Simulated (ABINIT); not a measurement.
## Run report: Mo, single-point calculation

Mo (1 atom in the cell), computed with Kohn-Sham DFT of a periodic cell, PW91, JTH PAW PBE v2.0, no spin polarisation (ABINIT 10.8.3).

The structure derives from a Materials Project entry.

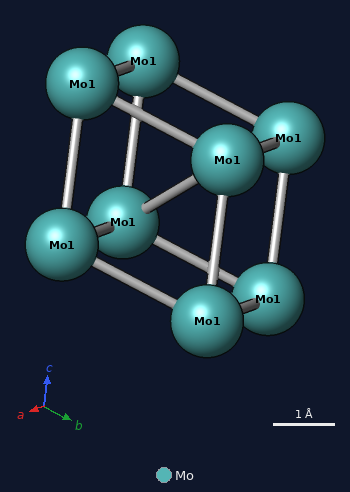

**Figure 1.** The structure (ball-and-stick view of the cell of the calculation, seen slightly off an axis; atoms are numbered from 1 in the order of the input). An atom can appear more than once, as a periodic image. Near neighbours in the periodic cell (some may lie outside the picture): Mo has 8 Mo at 2.74 Å.

Input:
```
# Pseudopotentials
pp_dirpath "./"
pseudos "Mo.GGA_PBE-JTH.xml"

# Structure
acell 3*1.0
rprim
    -2.9929651906     2.9929651906     2.9929651906
     2.9929651906    -2.9929651906     2.9929651906
     2.9929651906     2.9929651906    -2.9929651906
ntypat 1
znucl 42
natom 1
typat 1
xred
     0.0000000000     0.0000000000     0.0000000000

# Plane-wave basis
ecut 18.0
pawecutdg 36.0
pawxcdev 0

# k points
kptopt 1
ngkpt 12 12 12
nshiftk 1
shiftk 0.0 0.0 0.0

# Exchange and correlation
ixc -109134

# Bands and occupations
nband 11
occopt 3
tsmear 0.05 eV

# SCF cycle
nstep 100
tolvrs 1.0e-9

# Output
iomode 3
prtwf 0
prtden 0
prteig 0
prtebands 0
enunit 2
```

Launch command:
```bash
abinit run.abi > log 2>&1
```

Output:
```
.Version 10.8.3 of ABINIT
 Symmetries : space group Im -3 m (#229); Bravais cI (body-center cubic)
================================================================================
 Values of the parameters that define the memory need of the present run
     intxc =       0    ionmov =       0      iscf =      17    lmnmax =      18
     lnmax =       6     mgfft =      20  mpssoang =       3    mqgrid =    3001
     natom =       1  nloc_mem =       2    nspden =       1   nspinor =       1
    nsppol =       1      nsym =      48    n1xccc =       1    ntypat =       1
    occopt =       3   xclevel =       2
       mpw =         402          nfft =        8000          nkpt =          72
 PAW method is used; the additional fine FFT grid is defined by:
   mgfftf=        30    nfftf =     27000
================================================================================
================================================================================

--------------------------------------------------------------------------------
------------- Echo of variables that govern the present computation ------------
--------------------------------------------------------------------------------
 -outvars: echo values of preprocessed input variables --------
            acell      1.0000000000E+00  1.0000000000E+00  1.0000000000E+00 Bohr
              amu      9.59400000E+01
             ecut      1.80000000E+01 Hartree
           enunit           2
                       outvar_i_n : Printing only first  50 k-points.
              ixc     -109134
                       outvar_i_n : Printing only first  50 k-points.
         kptrlatt       12    0    0      0   12    0      0    0   12
          kptrlen      6.22076133E+01
            natom           1
            nband          11
            ngfft          20      20      20
          ngfftdg          30      30      30
             nkpt          72
            nstep         100
             nsym          48
           ntypat           1
                       prtocc : prtvol=0, do not print more k-points.
           occopt           3
        pawecutdg      3.60000000E+01 Hartree
         pawxcdev           0
           prtden           0
        prtebands           0
           prteig           0
            prtwf           0
            rprim     -2.9929651906E+00  2.9929651906E+00  2.9929651906E+00
                       2.9929651906E+00 -2.9929651906E+00  2.9929651906E+00
                       2.9929651906E+00  2.9929651906E+00 -2.9929651906E+00
          spgroup         229
           tolvrs      1.00000000E-09
           tsmear      1.83746611E-03 Hartree
            typat      1
           useylm           1
                       outvars : Printing only first  50 k-points.
            znucl       42.00000

================================================================================

 chkinp: Checking input parameters for consistency.

================================================================================
== DATASET  1 ==================================================================

--- !DatasetInfo
iteration_state: {dtset: 1, }
dimensions: {natom: 1, nkpt: 72, mband: 11, nsppol: 1, nspinor: 1, nspden: 1, mpw: 402, }
cutoff_energies: {ecut:  18.0, pawecutdg:  36.0, }
electrons: {nelect:   1.40000000E+01, charge:   0.00000000E+00, occopt:   3.00000000E+00, tsmear:   1.83746611E-03, }
meta: {optdriver: 0, ionmov: 0, optcell: 0, iscf: 17, paral_kgb: 0, }
...

 Real(R)+Recip(G) space primitive vectors, cartesian coordinates (Bohr,Bohr^-1):
 R(1)= -2.9929652  2.9929652  2.9929652  G(1)=  0.0000000  0.1670584  0.1670584
 R(2)=  2.9929652 -2.9929652  2.9929652  G(2)=  0.1670584  0.0000000  0.1670584
 R(3)=  2.9929652  2.9929652 -2.9929652  G(3)=  0.1670584  0.1670584  0.0000000
 Unit cell volume ucvol=  1.0724202E+02 bohr^3
 Angles (23,13,12)=  1.09471221E+02  1.09471221E+02  1.09471221E+02 degrees

 Coarse grid specifications (used for wave-functions):

 getcut: wavevector=  0.0000  0.0000  0.0000  ngfft=  20  20  20
         ecut(hartree)=     18.000   => boxcut(ratio)=   2.02511

 Fine grid specifications (used for densities):

 getcut: wavevector=  0.0000  0.0000  0.0000  ngfft=  30  30  30
         ecut(hartree)=     36.000   => boxcut(ratio)=   2.14261

--- Pseudopotential description ------------------------------------------------
- pspini: atom type   1  psp file is ./Mo.GGA_PBE-JTH.xml
 Pseudopotential format is: paw10
 basis_size (lnmax)=  6 (lmn_size= 18), orbitals=   0   0   1   1   2   2
 Spheres core radius: rc_sph= 2.20740211
 Shapefunction is SIN type: shapef(r)=[sin(pi*r/rshp)/(pi*r/rshp)]**2
 Radius for shape functions =  1.91008465
 Compensation charge density is not taken into account in XC energy/potential

   3.87899950E+02                                ecore*ucvol(ha*bohr**3)
--------------------------------------------------------------------------------

================================================================================

--- !BeginCycle
iteration_state: {dtset: 1, }
solver: {iscf: 17, nstep: 100, nline: 4, wfoptalg: 10, }
tolerances: {tolvrs: 1.00E-09, }
...

     iter   Etot(hartree)      deltaE(h)  residm     nres2
 ETOT  1  -68.618136431747    -6.862E+01 2.298E+00 5.342E+00
 ETOT  2  -68.916313981844    -2.982E-01 3.309E-02 8.637E-01
 ETOT  3  -68.913832179338     2.482E-03 4.009E-03 7.896E-02
 ETOT  4  -68.913998987868    -1.668E-04 2.033E-03 1.059E-02
 ETOT  5  -68.914017668698    -1.868E-05 1.535E-03 1.064E-04
 ETOT  6  -68.914018696508    -1.028E-06 7.835E-04 1.252E-06
 ETOT  7  -68.914018730034    -3.353E-08 3.512E-04 4.467E-08
 ETOT  8  -68.914018734300    -4.266E-09 6.515E-04 2.409E-08
 ETOT  9  -68.914018734406    -1.054E-10 1.982E-04 3.200E-11

 At SCF step    9       nres2   =  3.20E-11 < tolvrs=  1.00E-09 =>converged.

 Cartesian components of stress tensor (hartree/bohr^3)
  sigma(1 1)=  4.16959797E-05  sigma(3 2)=  0.00000000E+00
  sigma(2 2)=  4.16959797E-05  sigma(3 1)=  0.00000000E+00
  sigma(3 3)=  4.16959797E-05  sigma(2 1)=  0.00000000E+00

--- !ResultsGS
iteration_state: {dtset: 1, }
comment   : Summary of ground state results
lattice_vectors:
- [ -2.9929652,   2.9929652,   2.9929652, ]
- [  2.9929652,  -2.9929652,   2.9929652, ]
- [  2.9929652,   2.9929652,  -2.9929652, ]
lattice_lengths: [   5.18397,    5.18397,    5.18397, ]
lattice_angles: [109.471, 109.471, 109.471, ] # degrees, (23, 13, 12)
lattice_volume:   1.0724202E+02
convergence: {deltae: -1.054E-10, res2:  3.200E-11, residm:  1.982E-04, diffor: null, }
etotal    :  -6.89140187E+01
entropy   :   0.00000000E+00
fermie    :   4.90389849E-01
cartesian_stress_tensor: # hartree/bohr^3
- [  4.16959797E-05,   0.00000000E+00,   0.00000000E+00, ]
- [  0.00000000E+00,   4.16959797E-05,   0.00000000E+00, ]
- [  0.00000000E+00,   0.00000000E+00,   4.16959797E-05, ]
pressure_GPa:  -1.2267E+00
xred      :
- [  0.0000E+00,   0.0000E+00,   0.0000E+00, Mo]
cartesian_forces: # hartree/bohr
- [ -0.00000000E+00,  -0.00000000E+00,  -0.00000000E+00, ]
force_length_stats: {min:   0.00000000E+00, max:   0.00000000E+00, mean:   0.00000000E+00, }
...

 Integrated electronic density in atomic spheres:
 ------------------------------------------------
 Atom  Sphere_radius  Integrated_density
    1        2.20740         11.26800196

================================================================================

 ----iterations are completed or convergence reached----

 Mean square residual over all n,k,spin=   11.295E-07; max=  19.824E-05
 reduced coordinates (array xred) for    1 atoms
       0.000000000000      0.000000000000      0.000000000000
 rms dE/dt=  0.0000E+00; max dE/dt=  0.0000E+00; dE/dt below (all hartree)
    1       0.000000000000      0.000000000000      0.000000000000

 cartesian coordinates (angstrom) at end:
    1      0.00000000000000     0.00000000000000     0.00000000000000

 cartesian forces (hartree/bohr) at end:
    1     -0.00000000000000    -0.00000000000000    -0.00000000000000
 frms,max,avg= 0.0000000E+00 0.0000000E+00   0.000E+00  0.000E+00  0.000E+00 h/b

 cartesian forces (eV/Angstrom) at end:
    1     -0.00000000000000    -0.00000000000000    -0.00000000000000
 frms,max,avg= 0.0000000E+00 0.0000000E+00   0.000E+00  0.000E+00  0.000E+00 e/A
 length scales=  1.000000000000  1.000000000000  1.000000000000 bohr
              =  0.529177210544  0.529177210544  0.529177210544 angstroms
 Fermi (or HOMO) energy (hartree) =   0.49039   Average Vxc (hartree)=  -0.46339
 Eigenvalues (hartree) for nkpt=  72  k points:
 kpt#   1, nband= 11, wtk=  0.00058, kpt=  0.0000  0.0000  0.0000 (reduced coord)
  -1.76133   -0.77983   -0.77983   -0.77983    0.22916    0.44269    0.44269    0.44269
   0.55162    0.55162    1.04423
      occupation numbers for kpt#   1
   2.00000    2.00000    2.00000    2.00000    2.00000    2.00000    2.00000    2.00000
   0.00000    0.00000    0.00000
 prteigrs : prtvol=0 or 1, do not print more k-points.

 Fermi (or HOMO) energy (eV) =  13.34419   Average Vxc (eV)= -12.60936
 Eigenvalues (   eV  ) for nkpt=  72  k points:
 kpt#   1, nband= 11, wtk=  0.00058, kpt=  0.0000  0.0000  0.0000 (reduced coord)
 -47.92827  -21.22013  -21.22013  -21.22013    6.23574   12.04617   12.04617   12.04617
  15.01028   15.01028   28.41482
 prteigrs : prtvol=0 or 1, do not print more k-points.

--- !EnergyTerms
iteration_state     : {dtset: 1, }
comment             : Components of total free energy in Hartree
kinetic             :  9.62745244689458E+00
hartree             :  1.03475255929500E+01
xc                  : -3.85911759231923E+00
Ewald energy        : -5.95805255557276E+01
psp_core            :  3.61705185333729E+00
local_psp           : -3.75377014639882E+01
PAW spherical_terms :  8.47139262599822E+00
internal            : -6.89139220928550E+01
'-kT*entropy'       : -9.42760836752135E-05
total_energy        : -6.89140163689386E+01
total_energy_eV     : -1.87524591717705E+03
...

--- !EnergyTermsDC
iteration_state     : {dtset: 1, }
comment             : '"Double-counting" decomposition of free energy'
band_energy         : -5.98495744952113E+00
Ewald energy        : -5.95805255557276E+01
psp_core            :  3.61705185333729E+00
xc_dc               : -9.17632304537232E+00
PAW spherical_terms :  2.21082973896177E+00
internal            : -6.89139244583220E+01
'-kT*entropy'       : -9.42760836752135E-05
total_energy_dc     : -6.89140187344057E+01
total_energy_dc_eV  : -1.87524598154468E+03
...

--- !EnergyTermsWithPAWCore
iteration_state     : {dtset: 1, }
comment             : 'Components of total free energy, including PAW core contributions'
Total energy        : -4.04972317865166E+03
Total energy DC     : -4.04972318101713E+03
Total energy (eV)   : -1.10198581603592E+05
Total energy DC (eV): -1.10198581667960E+05
...

 Cartesian components of stress tensor (hartree/bohr^3)
  sigma(1 1)=  4.16959797E-05  sigma(3 2)=  0.00000000E+00
  sigma(2 2)=  4.16959797E-05  sigma(3 1)=  0.00000000E+00
  sigma(3 3)=  4.16959797E-05  sigma(2 1)=  0.00000000E+00

-Cartesian components of stress tensor (GPa)         [Pressure= -1.2267E+00 GPa]
- sigma(1 1)=  1.22673807E+00  sigma(3 2)=  0.00000000E+00
- sigma(2 2)=  1.22673807E+00  sigma(3 1)=  0.00000000E+00
- sigma(3 3)=  1.22673807E+00  sigma(2 1)=  0.00000000E+00

== END DATASET(S) ==============================================================
================================================================================

 -outvars: echo values of variables after computation  --------
            acell      1.0000000000E+00  1.0000000000E+00  1.0000000000E+00 Bohr
           etotal     -6.8914018734E+01
            fcart     -0.0000000000E+00 -0.0000000000E+00 -0.0000000000E+00
            rprim     -2.9929651906E+00  2.9929651906E+00  2.9929651906E+00
                       2.9929651906E+00 -2.9929651906E+00  2.9929651906E+00
                       2.9929651906E+00  2.9929651906E+00 -2.9929651906E+00
           strten      4.1695979665E-05  4.1695979665E-05  4.1695979665E-05
                       0.0000000000E+00  0.0000000000E+00  0.0000000000E+00
 Calculation completed.
```

Key numbers:

| quantity | value |
| --- | --- |
| outcome | converged |
| space group (tolerance 0.01 Å) | Im-3m (229) |
| electrons treated | 14 |
| free energy | −1875.2460 eV |
| Fermi energy | 13.344 eV |
| gap on the k-point mesh | none (metallic) |
| pressure | −1.23 GPa |
| largest force (length of the vector) | under 0.001 eV/Å |
| hardware | 1 thread of Arm Neoverse V2, 24 GiB of memory available, shared host |
| wall time | 8.3 s |
| peak memory | 0.09 GiB |
